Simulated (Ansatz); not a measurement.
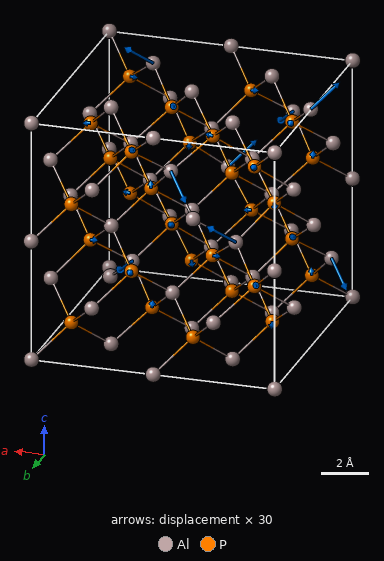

This is a relaxation of a defect cell of composition Al17P15 (cell charge −1). The starting structure is drawn; blue arrows show the displacements, magnified 30 times.

Style: ball-and-stick. Shown: the conventional cell (2 times the calculation's cell), from a free direction. Lengths and directions refer to the drawn axes.

Case: Al on a P site (c), charge -1, atoms relaxed at the host's cell.

The calculation used DFT PBE, scalar-relativistic, plane waves, PAW in Ansatz. Settings: plane-wave cutoff 420 eV; k-point mesh 2 × 2 × 2; occupations gaussian; smearing width 0.01 eV; mesh shifted by (0.5, 0.5, 0.5); collinear spin; atoms relaxed in a fixed cell; force threshold 0.025 eV/Å; at most 45 steps.

Q: Which element moves most?

A: Aluminium: up to 0.059 Å, against 0.013 Å for phosphorus.

Q: What happened in the run?

A: The energy falls by 79.0 meV per cell of the calculation in 2 geometry steps. The largest force component goes from 0.34 to 0.0052 eV/Å. The largest moves, 0.059 Å, are those of Al atoms. By element the largest moves are Al 0.059 Å, P 0.013 Å. The cell stays as it was. Some distances before and after: Al–Al 2.546 → 2.487 Å, Al–P 2.371 → 2.365 Å, Al–P 2.380 → 2.385 Å. The run took 47 s on 4 threads of Arm Neoverse V1, on a shared host, peak memory 1.5 GiB.

Limits of the set-up: the cell is charged, on a uniform background, and energies carry no finite-size correction.
